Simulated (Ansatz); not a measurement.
```
C
1.0
     2.51157    0.00000    0.00000
    -1.25578    2.17509    0.00001
     0.00000    0.00001    4.18018
C
4
Direct
  0.33333 0.66667 0.06273
  0.66666 0.33333 0.56273
  0.33333 0.66667 0.43727
  0.66667 0.33334 0.93727
```

Space group P6₃/mmc; changed on purpose from its base cell (all atoms moved at random, sigma 0.02 A a component; relaxed back).

Level of theory: DFT PBE, scalar-relativistic, plane waves, PAW in Ansatz.

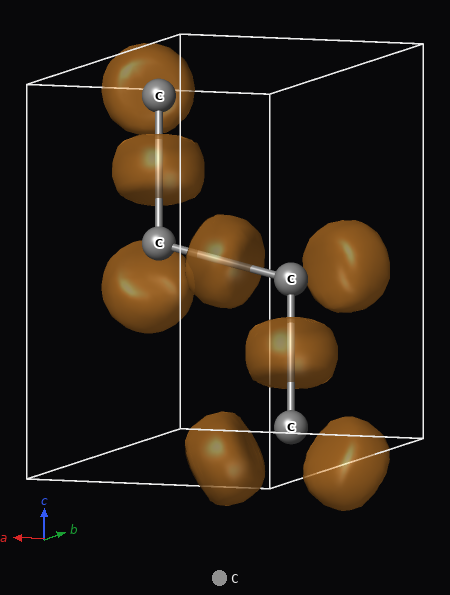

C. Isosurface of the electron localisation function at 0.75 (orange), seen at an oblique angle. Core shells and regions of very low density are left out. Sticks mark near contacts.

In a PAW calculation such maps are meaningful between the atoms, not at the nuclei.

Question: Identify the bonds, lone pairs and shells in this picture.

Answer: The ELF exceeds this value in eight regions between bonded C–C atoms (shared pairs), counted in one cell of 4 atoms. Any copies at cell faces, edges or corners count once. Along the contacts the grid gives the following. C–C (1.54 Å): the ELF peaks at about 0.95 between the atoms; a covalent bond.
